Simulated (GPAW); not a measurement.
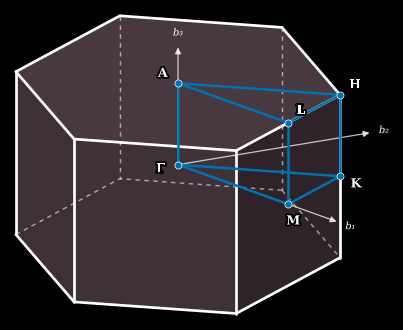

For PtSe2, an entry of the Crystallography Open Database, as set up for an electronic-structure calculation: the first Brillouin zone and its special points. All values are computed from the atomic coordinates in the standard setting (tolerance 0.002 Å).

Space group P-3m1 (No. 164); a = 3.724 Å, b = 3.724 Å, c = 5.062 Å, α = 90.00°, β = 90.00°, γ = 120.00°.

Labels and path follow the convention of Hinuma et al. (2017), as computed by seekpath; the arrows show the directions of the reciprocal primitive vectors b₁, b₂, b₃, in which coordinates are given; lengths include the factor 2π.

List the special points with their coordinates and distances from Γ.

Answer.
```tsv
point	k₁	k₂	k₃	length of k (1/Å)
Γ	0	0	0	0.000
A	0	0	1/2	0.621
K	1/3	1/3	0	1.125
H	1/3	1/3	1/2	1.285
M	1/2	0	0	0.974
L	1/2	0	1/2	1.155
```

What is the zone's volume?

Answer. (2π)³ over the primitive cell's volume of 60.80 Å³: 4.08 Å⁻³.
